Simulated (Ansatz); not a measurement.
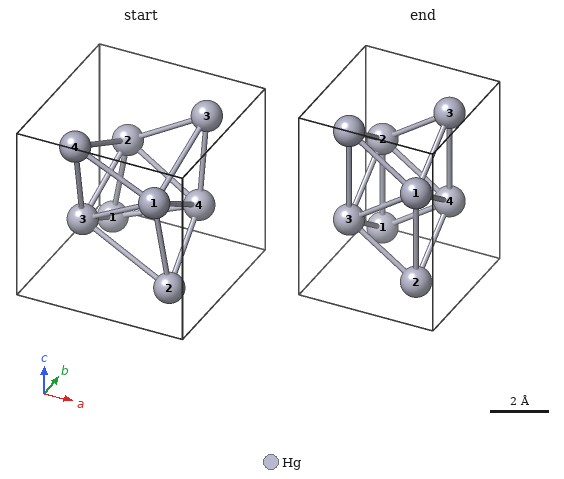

The structure of a crystal of Hg (set up in I-42d) before (left) and after (right) a relaxation, at one scale.

The picture is a ball-and-stick view of the conventional cell (2 times the calculation's cell), seen from a free direction. Lengths and directions refer to the drawn axes.

The calculation used DFT PBE+D3(BJ), scalar-relativistic, plane waves, PAW in Ansatz 0.2.0. Set-up: plane-wave cutoff 420 eV; k-point mesh 8 × 8 × 8; occupations gaussian; smearing width 0.01 eV; no spin polarisation; cell and atoms relaxed; force threshold 0.005 eV/Å; at most 80 steps.

Q: Summarise the run.

A: The largest moves relative to the cell, 0.24 Å, are those of Hg1, Hg2, Hg3 and Hg4. Hg2 goes along −a. Cell: a = b 6.454 → 5.222 Å (−19.1 %), c 6.689 → 7.336 Å (+9.7 %). Volume −28.2 %. Some distances before and after: Hg1–Hg3 3.910 → 3.191 Å, Hg1–Hg2 3.396 → 3.668 Å, Hg1–Hg3 (another image) 3.388 → 3.191 Å. The space group (tolerance 0.01 Å) goes from I-42d (No. 122) to I4/mmm (No. 139). After 14 accepted moves (20 points after the start) the energy has fallen by 0.467 eV per cell of the calculation. Largest force component: 0.0065 eV/Å at the start, under 0.0001 eV/Å at the end. The pressure goes from −1.38 to 0.01 GPa. The line search rejected the trial steps at points 8, 12, 14, 16 of the run. At 2 points the geometry stayed and the basis and grid were re-selected for the new cell (energy shift of 4.6 meV per cell of the calculation at most each time).
